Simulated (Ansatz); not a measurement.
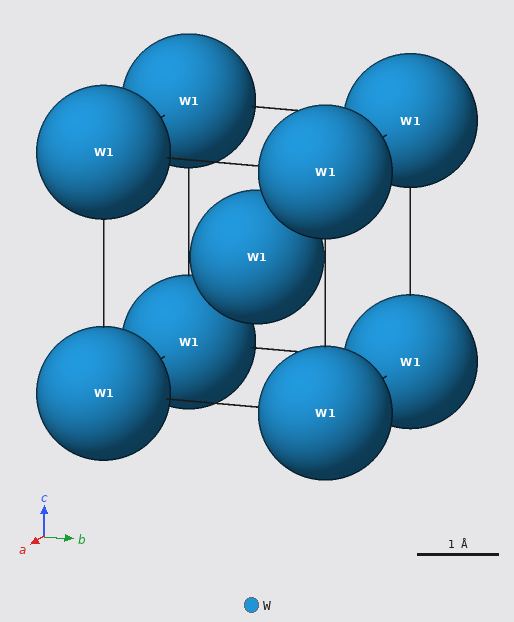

Fig. 1: The structure as given in the input (spheres-only view of the cell 2 times as large as that of the calculation, set on its symmetry axes, seen slightly off an axis; atoms are numbered from 1 in the order of the input).

**Two runs on W**

System: W (1 atom in the cell).
Method of run A: DFT PBE, scalar-relativistic, plane waves, PAW, no spin polarisation (Ansatz 0.2.0).

The structure derives from an entry of the Crystallography Open Database. Text and figures count atoms from 1; the logs count them from 0 in places.

## The input, run A
```yaml
crystal:
  lattice:
    - [-1.469516, 1.469516, 1.533408]
    - [1.469516, -1.469516, 1.533408]
    - [1.469516, 1.469516, -1.533408]
  atoms:
    - { symbol: W, position: [0.0, 0.0, 0.0] }
basis:
  ecutwfc: 420
kpoints:
  mp_grid: { grid: [20, 20, 20] }
hamiltonian:
  xc: pbe
scf:
  occupations: { method: gaussian, width: 0.15 }
output:
  forces: true
  stress: true
  eigenvalues: true
```

Launched with:
```bash
ansatz run input.yaml --threads 1 --pin off --max-ram 2560MiB --backend cpu --events-out ev --progress --plain --runs-dir out
```

Hardware: 1 thread of Arm Neoverse V2, 24 GiB of memory available, shared host.

## Output, shortened to warnings, some set-up lines, iterations and results (run A)
```
Basis set: ecut = 420 eV, 257 PW (Γ), exchange–correlation on 36×36×36 points (8 copies of the dense FFT grid, shifted against one another)
Symmetry: 16 space group operations
k-points: 641 of 8000
Initial density: superposition of atomic densities (neutral atoms: chi_scale 0, normalization atom), corrected by the library's trained network
[...]
SCF iter   1: F=—  HF=-10384.120964 eV  |F-HF|=—  |Δ(HF+E_count)|=         —  Δρ=3.41e-3  dr2=4.80e-4  ethr=1.77e-3  ⟨swp⟩=5.0  Hψ=37141  notcnv=0
SCF iter   2: F=—  HF=-10384.120684 eV  |F-HF|=—  |Δ(HF+E_count)|=   2.80e-4  Δρ=1.65e-3  dr2=9.96e-5  ethr=3.43e-6  ⟨swp⟩=2.0  Hψ=14207  notcnv=0
SCF iter   3: F=—  HF=-10384.120721 eV  |F-HF|=—  |Δ(HF+E_count)|=   3.65e-5  Δρ=2.64e-4  dr2=7.09e-6  ethr=7.11e-7  ⟨swp⟩=2.4  Hψ=11771  notcnv=0
SCF iter   4: F=—  HF=-10384.120718 eV  |F-HF|=—  |Δ(HF+E_count)|=   2.71e-6  Δρ=7.94e-5  dr2=4.56e-7  ethr=5.07e-8  ⟨swp⟩=3.0  Hψ=10991  notcnv=0
SCF iter   5: F=-10384.120718 eV  HF=-10384.120718 eV  |F-HF|=4.29e-8  |Δ(HF+E_count)|=   7.37e-8  Δρ=2.14e-5  dr2=5.30e-8  ethr=3.25e-9  ⟨swp⟩=2.0  Hψ=11367  notcnv=0
SCF iter   6: F=-10384.120718 eV  HF=-10384.120718 eV  |F-HF|=2.24e-9  |Δ(HF+E_count)|=   2.36e-8  Δρ=4.89e-6  dr2=2.79e-9  ethr=3.79e-10  ⟨swp⟩=2.2  Hψ=24496  notcnv=0
SCF 1 converged in 6 iterations: F = -10384.120718 eV  dr2 = 2.79e-9
SCF converged after 6 iterations
Free energy (F): -10384.120718 eV
Harris-Foulkes:  -10384.120718 eV  (|F-HF|=2.24e-9)
Internal energy: -10384.116471 eV  (E = F + TS)
E sigma→0 (E₀):  -10384.118594 eV
Entropy (-TS):   -0.004247 eV (-4.247 meV/atom)
Fermi energy:    27.707603 eV
--- Per-component energies (eV) ---
  E_band       = -14.212845
  E_kinetic    = 461.176143
  E_local      = -473.035975  (includes V_loc(G=0)·N_el)
  E_nonlocal   = 1.776226
  E_hartree    = 182.788867
  E_xc         = -270.540051
  E_vxc        = -243.558823  (∫ρ·V_xc dr)
  E_paw        = -8563.576039  (= ΣΔE_a)
  E_vpaw       = -126.146678  (= ΣTr[D̂ρ^β])
  E_aug_tail   = -0.000060  (compensation charges beyond the density's cutoff)
  E_ewald      = -1722.705582
  E_smearing   = -0.004247  (= −TS)
  E_closure    = 0.000000  (closes the sum)
  Σ components = -10384.120718   (vs F -10384.120718, Δ=0.00e0)
--- Forces (eV/Å), atoms counted from 1 ---
  atom   1  W      0.00000000     0.00000000     0.00000000
  max |Σ_I F_I| component: 3.94e-31 eV/Å
--- Stress (GPa, compression-positive) ---
       96.608710       0.000000      -0.000000
        0.000000      96.608710       0.000000
       -0.000000      -0.000000      76.055328
  P = ⅓ Tr σ = 89.7576 GPa (897.576 kbar)
```

The input of run B differs as follows (lines with − go, lines with + come):
```diff
+  mixing: { algorithm: anderson, beta: 0.001, ndim: 1 }
+  max_iter: 50
```

What does this change do to the results?

Both reach the same energy, so the change doesn't alter the result. The SCF takes 34 iterations against 6. On the same kind of shared host run B took about 4.2 times as long.

## Output, shortened to warnings, some set-up lines, iterations and results (run B)
```
Basis set: ecut = 420 eV, 257 PW (Γ), exchange–correlation on 36×36×36 points (8 copies of the dense FFT grid, shifted against one another)
Symmetry: 16 space group operations
k-points: 641 of 8000
Initial density: superposition of atomic densities (neutral atoms: chi_scale 0, normalization atom), corrected by the library's trained network
[...]
SCF iter   1: F=—  HF=-10384.120964 eV  |F-HF|=—  |Δ(HF+E_count)|=         —  Δρ=3.41e-3  dr2=4.80e-4  ethr=1.77e-3  ⟨swp⟩=5.0  Hψ=37141  notcnv=0
SCF iter   2: F=—  HF=-10384.120630 eV  |F-HF|=—  |Δ(HF+E_count)|=   3.34e-4  Δρ=3.43e-3  dr2=4.71e-4  ethr=3.43e-6  ⟨swp⟩=2.0  Hψ=14094  notcnv=0
SCF iter   3: F=—  HF=-10384.120631 eV  |F-HF|=—  |Δ(HF+E_count)|=   1.35e-6  Δρ=3.43e-3  dr2=4.71e-4  ethr=3.37e-6  ⟨swp⟩=1.0  Hψ=7007  notcnv=0
SCF iter   4: F=—  HF=-10384.120631 eV  |F-HF|=—  |Δ(HF+E_count)|=   2.74e-7  Δρ=3.43e-3  dr2=4.70e-4  ethr=3.36e-6  ⟨swp⟩=1.0  Hψ=7007  notcnv=0
SCF iter   5: F=—  HF=-10384.120631 eV  |F-HF|=—  |Δ(HF+E_count)|=   1.24e-7  Δρ=3.42e-3  dr2=4.69e-4  ethr=3.36e-6  ⟨swp⟩=1.0  Hψ=7007  notcnv=0
[... 25 lines ...]
SCF iter  31: F=—  HF=-10384.120634 eV  |F-HF|=—  |Δ(HF+E_count)|=   2.27e-7  Δρ=3.33e-3  dr2=4.43e-4  ethr=3.17e-6  ⟨swp⟩=1.2  Hψ=17150  notcnv=0
SCF iter  32: F=—  HF=-10384.120719 eV  |F-HF|=—  |Δ(HF+E_count)|=   8.47e-5  Δρ=2.35e-4  dr2=2.98e-6  ethr=3.16e-6  ⟨swp⟩=2.1  Hψ=58069  notcnv=0
SCF iter  33: F=-10384.120718 eV  HF=-10384.120718 eV  |F-HF|=1.82e-8  |Δ(HF+E_count)|=   1.02e-6  Δρ=1.54e-5  dr2=2.51e-8  ethr=7.14e-10  ⟨swp⟩=3.3  Hψ=28012  notcnv=0
SCF iter  34: F=-10384.120718 eV  HF=-10384.120718 eV  |F-HF|=1.82e-8  |Δ(HF+E_count)|=    0.00e0  Δρ=1.54e-5  dr2=2.51e-8  ethr=1.79e-10  ⟨swp⟩=2.6  Hψ=27674  notcnv=0
SCF 1 converged in 34 iterations: F = -10384.120718 eV  dr2 = 2.51e-8
SCF converged after 34 iterations
Free energy (F): -10384.120718 eV
Harris-Foulkes:  -10384.120718 eV  (|F-HF|=1.82e-8)
Internal energy: -10384.116471 eV  (E = F + TS)
E sigma→0 (E₀):  -10384.118594 eV
Entropy (-TS):   -0.004247 eV (-4.247 meV/atom)
Fermi energy:    27.707552 eV
--- Per-component energies (eV) ---
  E_band       = -14.214371
  E_kinetic    = 461.176995
  E_local      = -473.037776  (includes V_loc(G=0)·N_el)
  E_nonlocal   = 1.776574
  E_hartree    = 182.789901
  E_xc         = -270.540176
  E_vxc        = -243.558945  (∫ρ·V_xc dr)
  E_paw        = -8563.576346  (= ΣΔE_a)
  E_vpaw       = -126.146896  (= ΣTr[D̂ρ^β])
  E_aug_tail   = -0.000060  (compensation charges beyond the density's cutoff)
  E_ewald      = -1722.705582
  E_smearing   = -0.004247  (= −TS)
  E_closure    = -0.000000  (closes the sum)
  Σ components = -10384.120718   (vs F -10384.120718, Δ=0.00e0)
--- Forces (eV/Å), atoms counted from 1 ---
  atom   1  W      0.00000000     0.00000000    -0.00000000
  max |Σ_I F_I| component: 7.89e-31 eV/Å
--- Stress (GPa, compression-positive) ---
       96.608017       0.000000      -0.000000
        0.000000      96.608017      -0.000000
       -0.000000      -0.000000      76.054355
  P = ⅓ Tr σ = 89.7568 GPa (897.568 kbar)
```

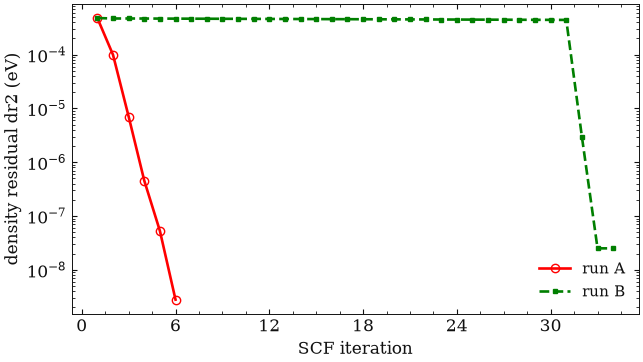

Fig. 2: Convergence of the two runs: density residual dr2 against the SCF iteration. Run A takes 6 iterations in all, and run B takes 34.

## The two runs side by side

| quantity | run A | run B |
| --- | --- | --- |
| outcome | converged | converged |
| free energy per atom (eV) | −10384.1207 | −10384.1207 |
| energy per atom, smearing taken to zero (eV) | −10384.1186 | −10384.1186 |
| gap on the mesh (eV) | 0.00 | 0.00 |
| pressure (GPa) | 89.76 | 89.76 |
| largest force (eV/Å) | 0.000 | 0.000 |
| SCF iterations | 6 | 34 |
| irreducible k-points | 641 | 641 |
| plane waves at Γ | 257 | 257 |
| wall time (shared host) | 4.5 s | 19 s |

For run A: Spin–orbit coupling is left out, which matters for W. The cell is under a pressure of 90 GPa at this level, so it is not at its equilibrium volume. For run B: This input holds a deliberate fault: mixing far too weak (`scf.mixing`). It did no harm here: the run converged to the energy of the sound run within 1 meV per atom.
